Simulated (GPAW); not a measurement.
# zinc-blende (GaAs)₁₋ₓ(AlAs)ₓ at x = 0: the As K absorption edge, part 2 of 2

What does the As K edge look like in zinc-blende (GaAs)₁₋ₓ(AlAs)ₓ at x = 0?

GPAW 26.7.0; X-ray absorption from dipole matrix elements to empty bands, plane-wave PAW LDA.

So far. Step 2 (The field without a hole): The mesh shows a gap of 0.37 eV. The excited electron is kept all the same, so that all members of the series, with or without a gap, are treated alike.

## (4) Spectrum with XCH, As atom 2

The holes are 8.0 Å apart. In GPAW the data set carries the hole's charge, so charge=0 means a charged cell and charge=-1 a neutral one. The excited electron is kept in the cell, where it fills the lowest empty states and screens the hole. After the field has converged, empty bands are computed with the density fixed and the dipole matrix elements are summed.

The absorber has 4 Ga at 2.45 Å (tetrahedral).

The input, xas.py:

```python
import numpy as np
from ase import Atoms
from ase.parallel import parprint, paropen
from gpaw import GPAW, PW, FermiDirac, Mixer, MixerDif, setup_paths
from gpaw.test import gen
setup_paths.insert(0, '.')
gen('As', name='fch1s', xcname='LDA', corehole=(1, 0, 1), write_xml=True)
from gpaw.mpi import world
world.barrier()

atoms = Atoms('GaAsGaAsGaAsGaAsGaAsGaAsGaAsGaAs',
    cell=[[0, 5.653, 5.653],
     [5.653, 0, 5.653],
     [5.653, 5.653, 0]],
    scaled_positions=[[0, 0, 0],
     [0.125, 0.125, 0.125],
     [0, 0, 0.5],
     [0.125, 0.125, 0.625],
     [0, 0.5, 0],
     [0.125, 0.625, 0.125],
     [0, 0.5, 0.5],
     [0.125, 0.625, 0.625],
     [0.5, 0, 0],
     [0.625, 0.125, 0.125],
     [0.5, 0, 0.5],
     [0.625, 0.125, 0.625],
     [0.5, 0.5, 0],
     [0.625, 0.625, 0.125],
     [0.5, 0.5, 0.5],
     [0.625, 0.625, 0.625]],
    pbc=True)
atoms.calc = calc = GPAW(legacy_gpaw=True, mode=PW(400, force_complex_dtype=True), xc='LDA', setups={1: 'fch1s'},
    kpts={'size': (3, 3, 3), 'gamma': True}, occupations=FermiDirac(0.04),
    charge=-1, mixer=Mixer(0.1, 5, 50), maxiter=150,
    convergence={'density': 0.0001, 'eigenstates': 1e-6}, txt='scf.txt')
energy = atoms.get_potential_energy() + calc.get_reference_energy()
ef = calc.get_fermi_level()
out = dict(energy=energy, fermi=ef, forces=atoms.get_forces().tolist())
parprint(f'all-electron energy {energy:.4f} eV, Fermi level {ef:.4f} eV')
ev = np.array([[calc.get_eigenvalues(k, s) for k in range(len(calc.get_ibz_k_points()))] for s in range(calc.get_number_of_spins())])
out['homo'], out['lumo'], out['counts'] = ev[ev < ef].max(), ev[ev > ef].min(), sorted(set((ev < ef).sum((0, 2)).tolist()))
out['filled'] = (ev[:, 0] < ef).sum(1).tolist()

from ase.units import Ha
from gpaw.xas import dipole_matrix_elements
nb = int(calc.get_number_of_electrons() / 2) + 185
top, nb = nb, nb + 8 + nb // 12
nscf = calc.fixed_density(kpts={'size': (4, 4, 4), 'gamma': True}, nbands=nb,
    convergence={'bands': top, 'eigenstates': 5e-3}, maxiter=60, txt='nscf.txt')
cell = atoms.cell.array
ops = [cell.T @ U.T @ np.linalg.inv(cell.T) for U in nscf.wfs.kd.symmetry.op_scc]
filled = [32]  # bands filled in the ground state, by spin
E = np.arange(-6, 30, 0.1)
fwhm = np.interp(E, [4, 25], [2.14, 3.5])
Y, X, zero, highest = 0, 0, 1e9, 1e9
for spin in range(nscf.get_number_of_spins()):
    wfs = nscf.wfs
    mine = wfs.bd.get_slice()  # this rank's bands
    A = dipole_matrix_elements(wfs.setups[1])
    eps = np.zeros((wfs.kd.nibzkpts, nb))
    d = np.zeros((3, A.shape[1], wfs.kd.nibzkpts, nb), complex)
    for kpt in wfs.kpt_u:
        if kpt.s == spin and 1 in kpt.P_ani:
            eps[kpt.k, mine] = kpt.eps_n * Ha
            d[:, :, kpt.k, mine] = (kpt.weight * wfs.nspins / 2) ** 0.5 * np.inner(A, kpt.P_ani[1])
    world.sum(eps)
    world.sum(d)
    T = np.einsum('amkn,bmkn->abkn', d, d.conj()).real
    T = sum(np.einsum('ai,ijkn,bj->abkn', R, T, R) for R in ops) / len(ops)
    empty = np.ones_like(eps, bool) & (np.arange(nb) >= filled[spin])
    zero, highest = min(zero, eps[empty].min()), min(highest, eps[:, top - 1].min())
    lines = [(eps, T, empty)] if spin == 0 else lines + [(eps, T, empty)]
for eps, T, empty in lines:
    f = np.einsum('aakn->akn', T).reshape(3, -1)
    x = eps.ravel() - zero
    w = np.interp(x, E, fwhm) / 2.35482
    g = np.exp(-0.5 * ((E[:, None] - x) / w) ** 2) / (w * (2 * np.pi) ** 0.5)
    Y = Y + (f * empty.ravel()) @ g.T
    X = X + (f * ~empty.ravel()) @ g.T
out.update(E=E.round(2).tolist(), xas=Y.tolist(), xes=X.tolist(), zero=zero, valid=highest - zero, nk=len(eps), nb=nb)
for i in range(0, len(E), 10):
    parprint(f'{E[i]:7.2f}', *(f'{v:10.3e}' for v in Y[:, i]))
import json
with paropen('out.json', 'w') as f:
    json.dump(out, f)
```

Command:

```console
$ OMP_NUM_THREADS=1 mpirun -n 4 gpaw python xas.py
```

Numbers of over 12 decimals in the logs are rounded to 6 here.

Log:

```text
Input parameters:
  charge: -1
  convergence: {density: 0.0001,
                eigenstates: 1e-06}
  kpts: {gamma: True,
         size: (3, 3, 3)}
  maxiter: 150
  mixer: {backend: pulay,
          beta: 0.1,
          method: separate,
          nmaxold: 5,
          weight: 50}
  mode: {ecut: 400.0,
         force_complex_dtype: True,
         name: pw}
  occupations: {fixmagmom: False,
                name: fermi-dirac,
                width: 0.04}
  setups: {1: fch1s}

Initialize ...

[... PAW data sets ...]

Reference energy: -901933.484681  # eV

Spin-paired calculation

[... convergence settings ...]
Symmetries present (total): 6
  [... symmetry matrices ...]

27 k-points: 3 x 3 x 3 Monkhorst-Pack grid
6 k-points in the irreducible part of the Brillouin zone
       k-points in crystal coordinates                weights
   0:     0.00000000    0.00000000    0.00000000          1/27
   1:     0.33333333    0.00000000   -0.33333333          6/27
   2:     0.33333333    0.00000000    0.00000000          6/27
   3:     0.33333333    0.33333333   -0.33333333          6/27
   4:     0.33333333    0.33333333    0.00000000          6/27
   5:     0.33333333    0.33333333    0.33333333          2/27

Wave functions: Plane wave expansion
  Cutoff energy: 400.000 eV
  Number of coefficients (min, max): 6534, 6605
  Pulay-stress correction: 0.000000 eV/Ang^3 (de/decut=0.000000)
  Using FFTW library
  Wavefunction extrapolation:
    Improved wavefunction reuse through dual PAW basis

Occupation numbers: Fermi-Dirac:
  width: 0.0400  # eV

Eigensolver
   Davidson(niter=2)

Densities:
  Coarse grid: 40*40*40 grid
  Fine grid: 80*80*80 grid
  Total Charge: 0.000000

Density mixing:
  Method: separate
  Backend: pulay
  Linear mixing parameter: 0.1
  old densities: 5
  Width of damping distribution: 1.1
  Damping of long wavelength oscillations: 50

[... Hamiltonian set-up ...]
Number of atoms: 16
Number of atomic orbitals: 64
Number of bands in calculation: 43
Number of valence electrons: 65
Bands to converge: occupied

... initialized

Initializing position-dependent things.

Density initialized from atomic densities
Creating initial wave functions:
  43 bands from LCAO basis set

                             As

                    As   Ga
                      As
                Ga
             As            As
                  Ga
                  As
         Ga            Ga
                    As
              Ga
           As   Ga

       Ga

Atomic positions and initial magnetic moments

Positions:
   0 Ga     0.000000    0.000000    0.000000    ( 0.0000,  0.0000,  0.0000)
   1 As     1.413250    1.413250    1.413250    ( 0.0000,  0.0000,  0.0000)
   2 Ga     2.826500    2.826500    0.000000    ( 0.0000,  0.0000,  0.0000)
   3 As     4.239750    4.239750    1.413250    ( 0.0000,  0.0000,  0.0000)
   4 Ga     2.826500    0.000000    2.826500    ( 0.0000,  0.0000,  0.0000)
   5 As     4.239750    1.413250    4.239750    ( 0.0000,  0.0000,  0.0000)
   6 Ga     5.653000    2.826500    2.826500    ( 0.0000,  0.0000,  0.0000)
[...]
13 As     4.239750    4.239750    7.066250    ( 0.0000,  0.0000,  0.0000)
  14 Ga     5.653000    5.653000    5.653000    ( 0.0000,  0.0000,  0.0000)
  15 As     7.066250    7.066250    7.066250    ( 0.0000,  0.0000,  0.0000)

Unit cell:
           periodic     x           y           z      points  spacing
  1. axis:    yes    0.000000    5.653000    5.653000    40     0.1632
  2. axis:    yes    5.653000    0.000000    5.653000    40     0.1632
  3. axis:    yes    5.653000    5.653000    0.000000    40     0.1632

  Lengths:   7.994549   7.994549   7.994549
  Angles:   60.000000  60.000000  60.000000

Effective grid spacing dv^(1/3) = 0.1781

iter:   1   -89.601705
iter:   2   -88.125970   -2.15  -0.85
iter:   3   -86.441425   -1.45  -0.91
iter:   4   -86.379223   -2.36  -1.17
iter:   5   -86.267434   -2.64  -1.33
iter:   6   -86.301965   -2.59  -1.90
iter:   7   -86.240994   -2.91  -2.05
iter:   8   -86.241450   -4.23  -2.60
iter:   9   -86.239591c  -4.57  -2.61
iter:  10   -86.239546c  -5.22  -3.08
iter:  11   -86.239485c  -6.05c -3.24
iter:  12   -86.239485c  -6.33c -3.49
iter:  13   -86.239480c  -7.56c -3.64
iter:  14   -86.239479c  -6.76c -3.70
iter:  15   -86.239483c  -6.98c -4.05c

Converged after 15 iterations.

Dipole moment: (-28.097117, -28.097117, -28.097117) |e|*Ang

Energy contributions relative to reference atoms: (reference = -901933.484681)

Kinetic:       +241.534118
Potential:     -219.449397
External:        +0.000000
XC:            -108.442220
Entropy (-ST):   -0.006123
Local:           +0.121078
SIC:             +0.000000
--------------------------
Free energy:    -86.242544
Extrapolated:   -86.239483

Showing only first 2 kpts
 Kpt  Band  Eigenvalues  Occupancy
  0    30      4.54848    2.00000
  0    31      4.54848    2.00000
  0    32      4.54848    2.00000
  0    33      5.37363    1.99997

  1    30      3.11360    2.00000
  1    31      4.03219    2.00000
  1    32      6.35837    0.00000
[...]
Fermi level: 5.82059

No gap
No difference between direct/indirect transitions

Forces in eV/Ang:
  0 Ga   -0.49457   -0.49457   -0.49457
  1 As   -0.00000   -0.00000   -0.00000
  2 Ga    0.49457    0.49457   -0.49457
  3 As   -0.00000   -0.00000    0.14264
  4 Ga    0.49457   -0.49457    0.49457
  5 As   -0.00000    0.14264   -0.00000
  6 Ga    0.03549   -0.03549   -0.03549
[...]
13 As   -0.00000   -0.00000   -0.14264
 14 Ga    0.03549    0.03549    0.03549
 15 As   -0.00000   -0.00000   -0.00000
Scalar-relativistic atomic LDA calculation for As (Arsenic, Z=33)
Core hole in 1s state (1s occupation: 1.0)
600 radial gridpoints.
|------------------------------------------------|
|------------------------------------------------|
[... the atom generator's iteration count ...]

Energy contributions:
-------------------------
Kinetic:    +1848.221203
XC:           -71.222916
Potential:  -3597.180510
-------------------------
Total:      -1820.182222

state      eigenvalue         ekin         rmax
-----------------------------------------------
1s^1.0 :  -444.459913   558.285946        0.030
2s^2.0 :   -58.180552   111.436223        0.167
2p^6.0 :   -52.176827   110.075392        0.132
3s^2.0 :    -8.028461    26.279806        0.509
3p^6.0 :    -5.986494    24.168502        0.501
3d^10.0:    -2.371475    19.328099        0.450
4s^2.0 :    -0.979366     3.858684        1.503
4p^3.0 :    -0.574271     2.680492        1.743
-----------------------------------------------
(units: Bohr and Hartree)

Generating PAW setup
Kinetic energy of the core from tauc = 1852.031774
Cutoffs:
rc(s)=2.000
rc(p)=2.000
rc(d)=2.000
rc(vbar)=1.800
rc(comp)=2.000
rc(nct)=2.000

Kinetic energy of the core states: 1832.462358
Charge: 1.0
Core electrons: 27.0
Valence electrons: 5.0
Pseudo-core charge: 0.757500
Shape function alpha=2.500
Pseudo-electron charge 6.380557
state    eigenvalue         norm
--------------------------------
4s(2) :    -0.979366     1.263349
*s    :     0.020634
4p(3) :    -0.574271     1.032119
*p    :     0.425729
*d    :     0.000000
--------------------------------

Diagonalizing with gridspacing h=0.050

state   all-electron     PAW
-------------------------------
4s:      -0.979366    -0.979786
4p:      -0.574271    -0.574667
*d:                   -0.129500
*f:                   -0.019130
-------------------------------
all-electron energy -902019.7242 eV, Fermi level 5.8206 eV
[...]
27.00  1.066e-07  1.066e-07  1.066e-07
  28.00  8.432e-08  8.432e-08  8.432e-08
  29.00  6.424e-08  6.424e-08  6.424e-08
```

Wall time 89 s (4 MPI ranks of AMD EPYC 7B13 (Zen 3), shared host); peak memory 0.49 GiB.

The As K spectrum, As atom 2, excited-electron core hole (neutral cell) (energy from the bottom of the conduction band, which holds the excited electron; intensity scaled to a mean of 1 over the first 20 eV):

| E (eV) | intensity |
| --- | --- |
| -2.0 | 0.00 |
| -0.5 | 0.07 |
| 1.0 | 0.69 |
| 2.5 | 1.23 |
| 4.0 | 1.42 |
| 5.5 | 1.39 |
| 7.0 | 1.29 |
| 8.5 | 1.24 |
| 10.0 | 1.01 |
| 11.5 | 0.80 |
| 13.0 | 0.83 |
| 14.5 | 0.78 |
| 16.0 | 0.71 |
| 17.5 | 0.83 |
| 19.0 | 0.90 |
| 20.5 | 0.86 |
| 22.0 | 0.89 |
| 23.5 | 0.87 |
| 25.0 | 0.99 |
| 26.5 | 1.00 |

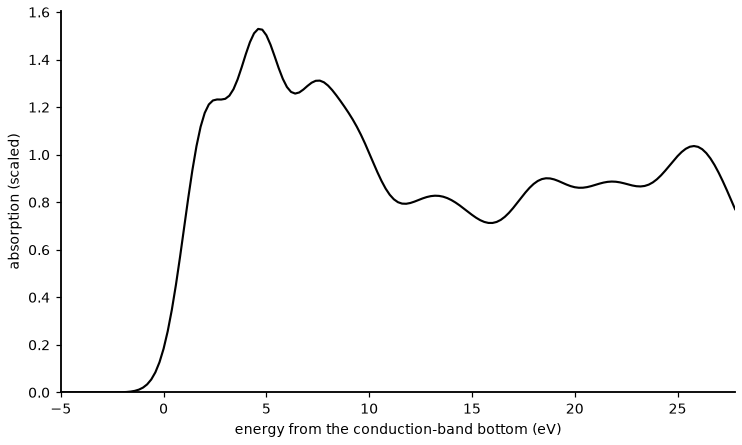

The As K edge, As atom 2, excited-electron core hole (neutral cell): main maxima at 4.6, 7.6 and 25.8 eV.

Main maxima below 27 eV (height): 4.6 eV (1.53), 7.6 eV (1.31), 13.2 eV (0.83), 18.6 eV (0.90) and 25.8 eV (1.04). A K edge sees empty p states on the absorber.

The energy difference (zero at 11881 eV) isn't read as a photon energy: for so heavy an absorber the terms left out (the hole's spin, the functional's error) amount to tens of eV or more.

## (5) Cell without a hole, the energy reference

The absorbing element, whose data set is made anew, changes for the next run, so it gets a reference energy of its own.

The input, scf.py:

```python
import numpy as np
from ase import Atoms
from ase.parallel import parprint, paropen
from gpaw import GPAW, PW, FermiDirac, Mixer, MixerDif, setup_paths
from gpaw.test import gen
setup_paths.insert(0, '.')
gen('Ga', name='nch1s', xcname='LDA', corehole=(1, 0, 0), write_xml=True)
from gpaw.mpi import world
world.barrier()

atoms = Atoms('GaAsGaAsGaAsGaAsGaAsGaAsGaAsGaAs',
    cell=[[0, 5.653, 5.653],
     [5.653, 0, 5.653],
     [5.653, 5.653, 0]],
    scaled_positions=[[0, 0, 0],
     [0.125, 0.125, 0.125],
     [0, 0, 0.5],
     [0.125, 0.125, 0.625],
     [0, 0.5, 0],
     [0.125, 0.625, 0.125],
     [0, 0.5, 0.5],
     [0.125, 0.625, 0.625],
     [0.5, 0, 0],
     [0.625, 0.125, 0.125],
     [0.5, 0, 0.5],
     [0.625, 0.125, 0.625],
     [0.5, 0.5, 0],
     [0.625, 0.625, 0.125],
     [0.5, 0.5, 0.5],
     [0.625, 0.625, 0.625]],
    pbc=True)
atoms.calc = calc = GPAW(legacy_gpaw=True, mode=PW(400, force_complex_dtype=True), xc='LDA', setups={0: 'nch1s'},
    kpts={'size': (3, 3, 3), 'gamma': True}, occupations=FermiDirac(0.02),
    charge=0, mixer=Mixer(0.1, 5, 50), maxiter=150,
    convergence={'density': 0.0001, 'eigenstates': 1e-6}, txt='scf.txt')
energy = atoms.get_potential_energy() + calc.get_reference_energy()
ef = calc.get_fermi_level()
out = dict(energy=energy, fermi=ef, forces=atoms.get_forces().tolist())
parprint(f'all-electron energy {energy:.4f} eV, Fermi level {ef:.4f} eV')
ev = np.array([[calc.get_eigenvalues(k, s) for k in range(len(calc.get_ibz_k_points()))] for s in range(calc.get_number_of_spins())])
out['homo'], out['lumo'], out['counts'] = ev[ev < ef].max(), ev[ev > ef].min(), sorted(set((ev < ef).sum((0, 2)).tolist()))
out['filled'] = (ev[:, 0] < ef).sum(1).tolist()
import json
with paropen('out.json', 'w') as f:
    json.dump(out, f)
```

Command:

```console
$ OMP_NUM_THREADS=1 mpirun -n 4 gpaw python scf.py
```

Log:

```text
Input parameters:
  convergence: {density: 0.0001,
                eigenstates: 1e-06}
  kpts: {gamma: True,
         size: (3, 3, 3)}
  maxiter: 150
  mixer: {backend: pulay,
          beta: 0.1,
          method: separate,
          nmaxold: 5,
          weight: 50}
  mode: {ecut: 400.0,
         force_complex_dtype: True,
         name: pw}
  occupations: {fixmagmom: False,
                name: fermi-dirac,
[...]
4s(2) :    -0.336865     1.140380
*s    :     0.663135
4p(1) :    -0.100461     1.012264
*p    :     0.899539
*d    :     0.000000
--------------------------------

Diagonalizing with gridspacing h=0.050

state   all-electron     PAW
-------------------------------
4s:      -0.336865    -0.337024
4p:      -0.100461    -0.100552
*d:                    0.030615
*f:                    0.065359
-------------------------------
all-electron energy -913900.4039 eV, Fermi level 4.8147 eV
[key lines of the parts left out:]
Converged after 13 iterations.
Dipole moment: (-27.365631, -27.365631, -27.365631) |e|*Ang
Free energy:    -76.692454
Fermi level: 4.81468
```

It took 13 s on 4 MPI ranks; peak memory 0.3 GiB; 51 s of CPU time.

Reference energy: -913900.404 eV with the cores included.

## (6) Spectrum with XCH, Ga atom 1

The holes are 8.0 Å apart. The excited electron is kept in the cell, where it fills the lowest empty states and screens the hole. After the field has converged, empty bands are computed with the density fixed and the dipole matrix elements are summed.

The absorber has 4 As at 2.45 Å (tetrahedral).

Changes to xas.py since step 4:

```diff
@@ -6,3 +6,3 @@
 setup_paths.insert(0, '.')
-gen('As', name='fch1s', xcname='LDA', corehole=(1, 0, 1), write_xml=True)
+gen('Ga', name='fch1s', xcname='LDA', corehole=(1, 0, 1), write_xml=True)
 from gpaw.mpi import world
@@ -31,3 +31,3 @@
     pbc=True)
-atoms.calc = calc = GPAW(legacy_gpaw=True, mode=PW(400, force_complex_dtype=True), xc='LDA', setups={1: 'fch1s'},
+atoms.calc = calc = GPAW(legacy_gpaw=True, mode=PW(400, force_complex_dtype=True), xc='LDA', setups={0: 'fch1s'},
     kpts={'size': (3, 3, 3), 'gamma': True}, occupations=FermiDirac(0.04),
@@ -53,3 +53,3 @@
 E = np.arange(-6, 30, 0.1)
-fwhm = np.interp(E, [4, 25], [2.14, 3.5])
+fwhm = np.interp(E, [4, 25], [1.82, 3.5])
 Y, X, zero, highest = 0, 0, 1e9, 1e9
@@ -58,3 +58,3 @@
     mine = wfs.bd.get_slice()  # this rank's bands
-    A = dipole_matrix_elements(wfs.setups[1])
+    A = dipole_matrix_elements(wfs.setups[0])
     eps = np.zeros((wfs.kd.nibzkpts, nb))
@@ -62,5 +62,5 @@
     for kpt in wfs.kpt_u:
-        if kpt.s == spin and 1 in kpt.P_ani:
+        if kpt.s == spin and 0 in kpt.P_ani:
             eps[kpt.k, mine] = kpt.eps_n * Ha
-            d[:, :, kpt.k, mine] = (kpt.weight * wfs.nspins / 2) ** 0.5 * np.inner(A, kpt.P_ani[1])
+            d[:, :, kpt.k, mine] = (kpt.weight * wfs.nspins / 2) ** 0.5 * np.inner(A, kpt.P_ani[0])
     world.sum(eps)
```

Command:

```console
$ OMP_NUM_THREADS=1 mpirun -n 4 gpaw python xas.py
```

Log:

```text
Input parameters:
  charge: -1
  convergence: {density: 0.0001,
                eigenstates: 1e-06}
  kpts: {gamma: True,
         size: (3, 3, 3)}
  maxiter: 150
  mixer: {backend: pulay,
          beta: 0.1,
          method: separate,
          nmaxold: 5,
          weight: 50}
  mode: {ecut: 400.0,
         force_complex_dtype: True,
         name: pw}
  occupations: {fixmagmom: False,
[...]
*p    :     0.576803
*d    :     0.000000
--------------------------------

Diagonalizing with gridspacing h=0.050

state   all-electron     PAW
-------------------------------
4s:      -0.729245    -0.729478
4p:      -0.423197    -0.423398
*d:                   -0.111370
*f:                   -0.021469
-------------------------------
all-electron energy -903519.1586 eV, Fermi level 5.7264 eV
[...]
28.00  1.238e-07  1.238e-07  1.238e-07
  29.00  1.279e-07  1.279e-07  1.279e-07
[key lines of the parts left out:]
Converged after 15 iterations.
Dipole moment: (-27.570375, -27.570375, -27.570375) |e|*Ang
Free energy:    -85.012630
Fermi level: 5.72642
```

Elapsed: 51 s, on 4 MPI ranks; peak memory 0.47 GiB; 3.4 min of CPU time.

The Ga K spectrum, Ga atom 1, excited-electron core hole (neutral cell) (energy from the bottom of the conduction band, which holds the excited electron; intensity scaled to a mean of 1 over the first 20 eV):

| E (eV) | intensity |
| --- | --- |
| -2.0 | 0.00 |
| -0.5 | 0.04 |
| 1.0 | 0.49 |
| 2.5 | 1.21 |
| 4.0 | 1.82 |
| 5.5 | 1.40 |
| 7.0 | 1.04 |
| 8.5 | 0.91 |
| 10.0 | 0.96 |
| 11.5 | 1.24 |
| 13.0 | 1.14 |
| 14.5 | 0.78 |
| 16.0 | 0.63 |
| 17.5 | 0.73 |
| 19.0 | 0.79 |
| 20.5 | 0.73 |
| 22.0 | 0.73 |
| 23.5 | 0.71 |
| 25.0 | 0.70 |
| 26.5 | 0.73 |

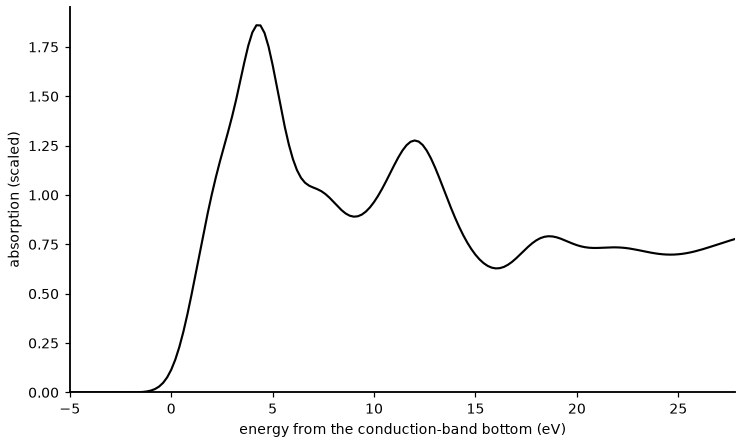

The Ga K edge, Ga atom 1, excited-electron core hole (neutral cell): main maxima at 4.2, 12.0 and 18.6 eV.

Main maxima below 27 eV (height): 4.2 eV (1.86), 12.0 eV (1.28) and 18.6 eV (0.79). 

The energy difference (zero at 10381 eV) isn't read as a photon energy: for so heavy an absorber the terms left out (the hole's spin, the functional's error) amount to tens of eV or more.

## (7) What came out

```
absorber and edge             : As K, atom 2 of the ground-state input (counted from 1)
surroundings                  : 4 Ga at 2.45 Å (tetrahedral)
highest intensity below 24 eV : 4.6 eV above the zero, height 1.53
```

**Reading.** The As K edge of atom 2, with 4 Ga at 2.45 Å (tetrahedral), has its highest intensity of the first 24 eV at 4.6 eV above the zero, 1.5 times the mean level of the first 20 eV (Gaussian full width 2.14 eV up to 4 eV, rising linearly to 3.5 eV at 25 eV). The script folds with a Gaussian, whereas the core hole's own line is a Lorentzian, so the onset is too steep and the first peak too high.

[Banner, clock and machine lines of the logs are left out without a mark of their own.]

[Logs are printed without paths, hosts, clocks, repeated set-up lines and the standing remarks that a program may print on its own settings, such as how far it seeks lower states.]

[Hosts, paths, dates, database ids (printed as entryN), source tags and the programs' standing remarks are cut or masked in the printed files.]

[Lists of maxima count a maximum above −3 eV only where it reaches 4 % of the highest in the window and stands out from its surroundings by 2 % of it (1.5 % where it reaches 55 %); shoulders and weaker maxima are passed over, and of the rest the first, up to two pre-edge ones and the few strongest are named.]
